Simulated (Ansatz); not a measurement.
**In3GaP4 (cell charge −1, with a compensating background) (distorted or defective cell): density, localisation and related maps**

Input file:

```
crystal:
  lattice:
    - [0.0, 0.0, -5.9597880294]
    - [0.0, -5.9597880294, 0.0]
    - [-5.9597880294, 0.0, 0.0]
  atoms:
    - { symbol: Ga, position: [1.0, 1.0, 1.0], spin: 0.2 }
    - { symbol: In, position: [0.0, 0.5, 0.5] }
    - { symbol: In, position: [0.5, 0.0, 0.5] }
    - { symbol: In, position: [0.5, 0.5, 1.0] }
    - { symbol: P, position: [0.2393690462, 0.2393690462, 0.7606309538], spin: 0.2 }
    - { symbol: P, position: [0.2393690462, 0.7606309538, 0.2393690462], spin: 0.2 }
    - { symbol: P, position: [0.7606309538, 0.2393690462, 0.2393690462], spin: 0.2 }
    - { symbol: P, position: [0.7606309538, 0.7606309538, 0.7606309538], spin: 0.2 }
  host:
    lattice:
      - [0.0, 2.9798940147, 2.9798940147]
      - [2.9798940147, 0.0, 2.9798940147]
      - [2.9798940147, 2.9798940147, 0.0]
    atoms:
      - { symbol: In, position: [0.0, 0.0, 0.0] }
      - { symbol: P, position: [0.25, 0.25, 0.25] }
total_charge: -1
basis:
  ecutwfc: 420
  xc_grid: 2
kpoints:
  mp_grid: { grid: [3, 3, 3], shift: [0.0, 0.0, 0.0] }
hamiltonian:
  xc: pbe
scf:
  occupations: { method: gaussian, width: 0.02 }
output:
  forces: true
  stress: false
  eigenvalues: true
  populations: true
  charged_corrections:
    defect_position: [1.0, 1.0, 1.0]
    epsilon: [[15.0794, 0.0, 0.0], [0.0, 15.0794, 0.0], [0.0, 0.0, 15.0794]]
  write_density: true
  write_potential: true
  elf: true
  volumetric_format: npy
magnetization:
  spin_polarized: true
relax:
  adjacent_minimum: "off"
  f_tol: 0.025
  max_steps: 45
```

Command:

```sh
ansatz run input.yaml --threads 4 --pin off --max-ram 8192MiB --backend cpu --events-out ev --progress --plain --runs-dir out
```

The fields are those of the relaxed geometry.

The program warned that a starting moment wasn't kept; spin-polarised.

All numbers below come from DFT PBE, scalar-relativistic, plane waves, PAW (Ansatz 0.2.0).

The density is the valence pseudo-density of a PAW calculation; it isn't the true density close to the nuclei.

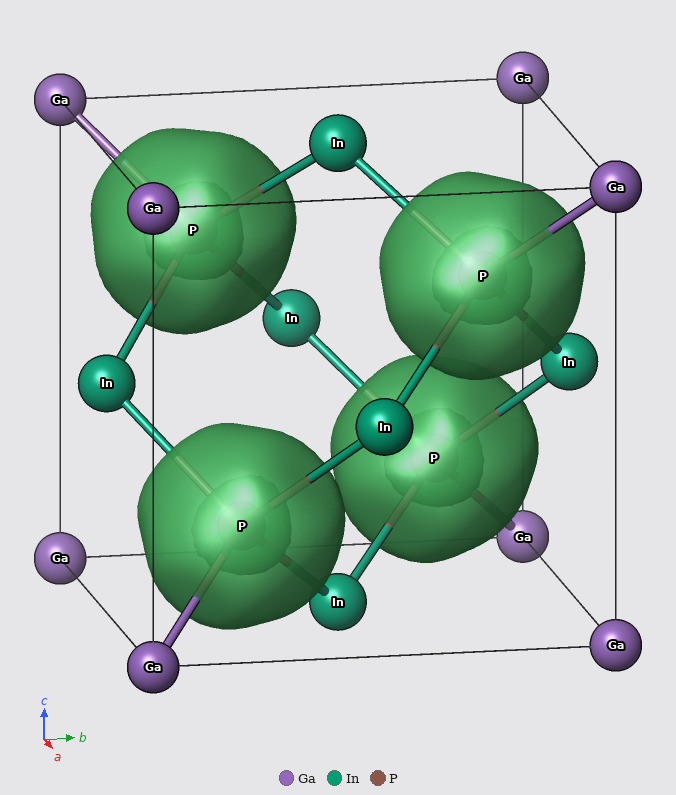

Figure 1. Isosurface of the electron localisation function at 0.65 (green), seen slightly off an axis. Only the valence region is drawn (cores and ρ < 0.01 e/Å³ removed). Sticks mark near contacts.

### Where are the electrons localised?

The surface consists of four regions on P in which the atom's valence shell and bonds are merged, counted in one cell of 8 atoms. Regions shared between cells count once. Profiles from the grid: Ga–P (2.47 Å): the ELF peaks at about 0.90 in the valence shell of P, 0.9 Å from its nucleus, and is about 0.75 at the midpoint. In–P (2.62 Å): the ELF peaks at about 0.90 in the valence shell of P, 0.9 Å from its nucleus, and is about 0.55 at the midpoint.

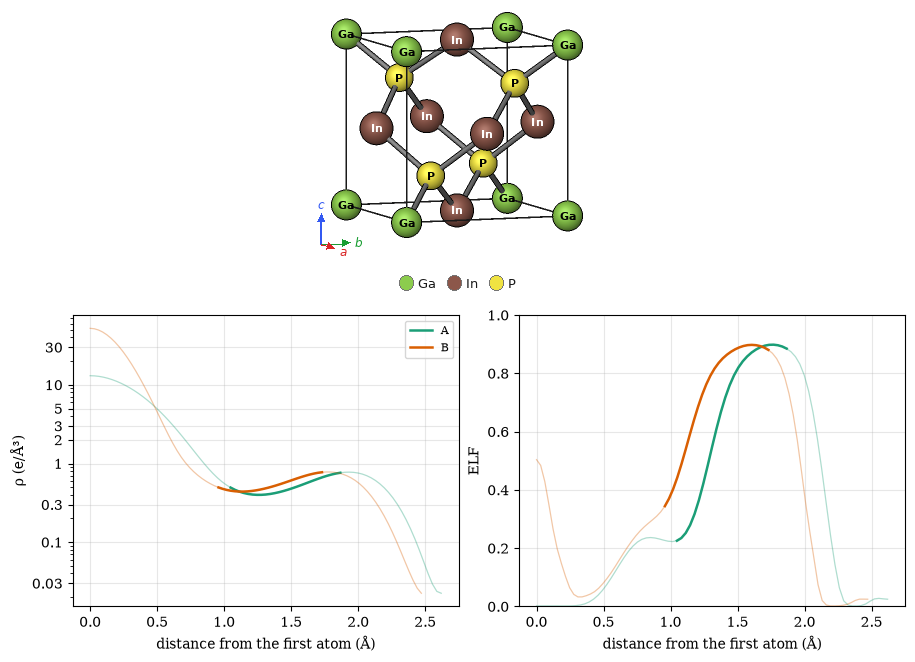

Figure 2. Valence pseudo-density and electron localisation function along straight lines between neighbouring atoms. Thin, pale parts lie inside the atomic spheres. The structure is drawn too.

### Which curve belongs to which contact (Ga–P and In–P)? The first atom named is at distance zero.

Curve A: In–P (2.62 Å): ρ is about 0.4 e/Å³ halfway; the ELF peaks at about 0.90 in the valence shell of P, 0.9 Å from its nucleus, and is about 0.55 at the midpoint. Curve B: Ga–P (2.47 Å): ρ at the midpoint is about 0.46 e/Å³; the ELF peaks at about 0.90 in the valence shell of P, 0.9 Å from its nucleus, and is about 0.75 at the midpoint.

### Metal or insulator at this level of theory?

It is gapless in this calculation (a metal or semimetal).
